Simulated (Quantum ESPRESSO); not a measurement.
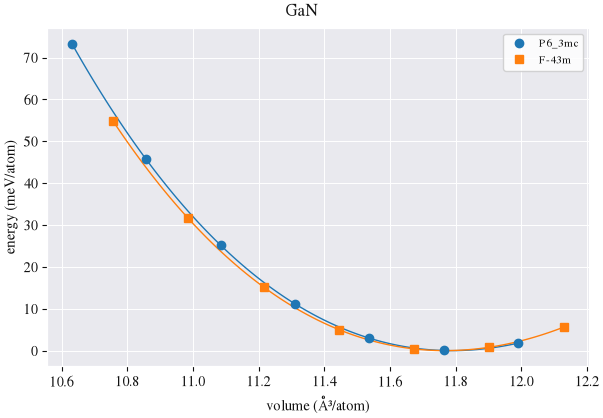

Energy against volume, with one curve for each structure, for GaN. Each energy curve has its own zero, so the curves don't rank the structures.

Settings that differ: P6_3mc: density cutoff 4900 eV, wave cutoff 612 eV, k mesh 10×10×5, potentials GBRV-1.5-PBE; F-43m: density cutoff 7620 eV, wave cutoff 952 eV, k mesh 10×10×10, potentials SSSP-1.3-efficiency-PBE.

The fitted equilibrium volumes, smallest first, are F-43m 11.768, P6_3mc 11.788 Å³/atom. The fitted bulk moduli, smallest first, are F-43m 171.7, P6_3mc 171.9 GPa.

How it was computed, with Quantum ESPRESSO 7.5: plane-wave DFT, no spin polarisation; energies at scaled volumes of the given cell, shape and fractions fixed, counted from the fit's minimum, third-order Birch-Murnaghan fit. Level: PBE.

occupations Fermi–Dirac; smearing width 0.05 eV.

Limits of the calculation: shape and atomic fractions are frozen while scaling, which makes layered, chain and framework solids too stiff.
